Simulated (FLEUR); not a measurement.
```yaml
crystal:
  lattice:
    - [5.58813, 0.00000, 0.00000]
    - [0.00000, 5.58813, 0.00000]
    - [0.00000, 0.00000, 5.58813]
  atoms:
    - { symbol: Cl, position: [0.50000, 0.00000, 0.00000] }
    - { symbol: Cl, position: [0.00000, 0.50000, 0.00000] }
    - { symbol: Cl, position: [0.00000, 0.00000, 0.50000] }
    - { symbol: Cl, position: [0.50000, 0.50000, 0.50000] }
    - { symbol: Na, position: [0.00000, 0.00000, 0.00000] }
    - { symbol: Na, position: [0.50000, 0.50000, 0.00000] }
    - { symbol: Na, position: [0.50000, 0.00000, 0.50000] }
    - { symbol: Na, position: [0.00000, 0.50000, 0.50000] }
```

Space group Fm-3m; a structure from a database of computed crystals, not necessarily the ambient phase.

Computed with FLEUR MaX-R8.1 (later development tree), Kohn-Sham DFT of a periodic cell, PBEsol, all-electron.

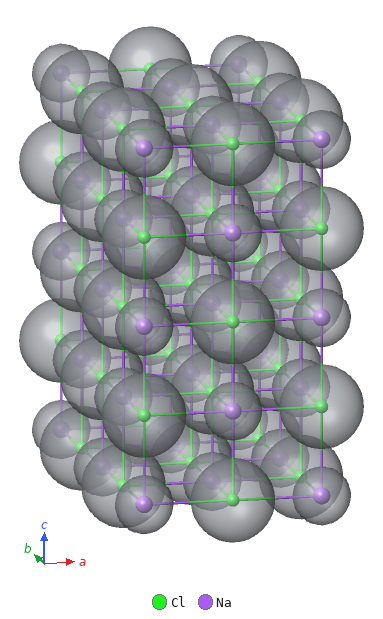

NaCl. Isosurface of the total electron density at 0.2 e/Å³ (grey), seen slightly off an axis. Sticks mark near contacts.

The calculation treats all electrons.

Q: How is the density connected at this value?

A: At this value the density breaks into separate islands. It bridges none of the near contacts. It is pinched off along the sampled Na–Cl (2.79 Å) contacts. On the grid the lowest density along these lines, outside the cores, is 0.11 e/Å³ (Na–Cl, 2.79 Å).
